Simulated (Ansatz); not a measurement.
Input file:

```
crystal:
  lattice:
    - [4.6915474106, 0.0, 0.0]
    - [0.0, 6.6348499766, 0.0]
    - [0.0, 0.0, 18.7661896424]
  atoms:
    - { symbol: In, position: [0.0, 0.0, 0.0] }
    - { symbol: Sb, position: [0.0, 0.75, 0.125] }
    - { symbol: In, position: [0.5, 0.5, 0.125] }
    - { symbol: Sb, position: [0.5, 0.25, 0.25] }
    - { symbol: In, position: [1.0, 0.0, 0.25] }
    - { symbol: Sb, position: [0.0, 0.75, 0.375] }
    - { symbol: In, position: [0.5, 0.5, 0.375] }
    - { symbol: In, position: [0.5, 0.25, 0.5] }
    - { symbol: Sb, position: [1.0, 0.0, 0.5] }
    - { symbol: In, position: [0.0, 0.75, 0.625] }
    - { symbol: Sb, position: [0.5, 0.5, 0.625] }
    - { symbol: In, position: [0.5, 0.25, 0.75] }
    - { symbol: Sb, position: [1.0, 0.0, 0.75] }
    - { symbol: In, position: [0.0, 0.75, 0.875] }
    - { symbol: Sb, position: [0.5, 0.5, 0.875] }
    - { symbol: Sb, position: [0.5, 0.25, 0.0] }
basis:
  ecutwfc: 420
kpoints:
  mp_grid: { grid: [8, 6, 2] }
hamiltonian:
  xc: pbe
scf:
  occupations: { method: gaussian, width: 0.1 }
output:
  forces: true
  stress: true
  eigenvalues: true
  populations: true
  write_density: true
  write_potential: true
  elf: true
  volumetric_format: npy
relax:
  adjacent_minimum: "off"
  f_tol: 0.02
  max_steps: 45
  cell: { fix: [a, b, alpha, beta, gamma], stress_tol: 0.1 }
```

Launched as:

```sh
ansatz run input.yaml --threads 2 --pin off --max-ram 5120MiB --backend cpu --events-out ev --progress --plain --runs-dir out
```

The fields are those of the relaxed geometry.

These are results of DFT PBE, scalar-relativistic, plane waves, PAW (Ansatz 0.2.0), not measurements.

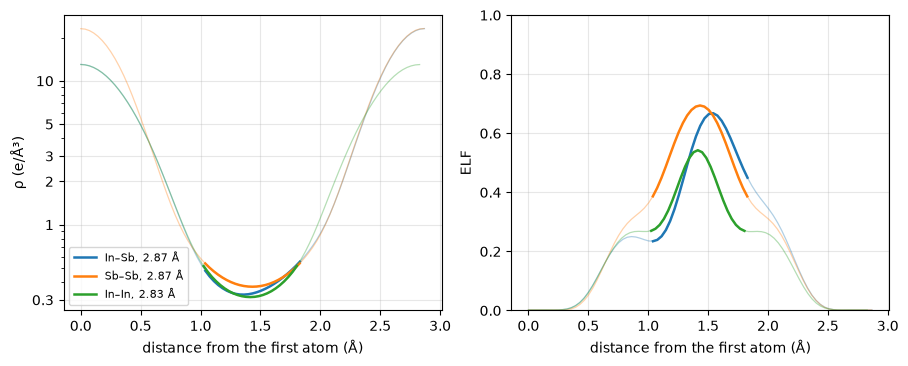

InSb (interface cell). Valence electron density and ELF along straight lines between neighbouring atoms. Thin, pale parts lie inside the atomic spheres.

Core electrons are frozen (PAW), and the valence fields are smoothed inside the atomic spheres.

### Compare the contacts.

In–Sb (2.87 Å): ρ at the midpoint is about 0.33 e/Å³; the ELF peaks at about 0.65 between the atoms.
Sb–Sb (2.87 Å): ρ at the midpoint is about 0.37 e/Å³; the ELF peaks at about 0.70 between the atoms.
In–In (2.83 Å): ρ is about 0.31 e/Å³ halfway; the ELF reaches about 0.55 near the midpoint.
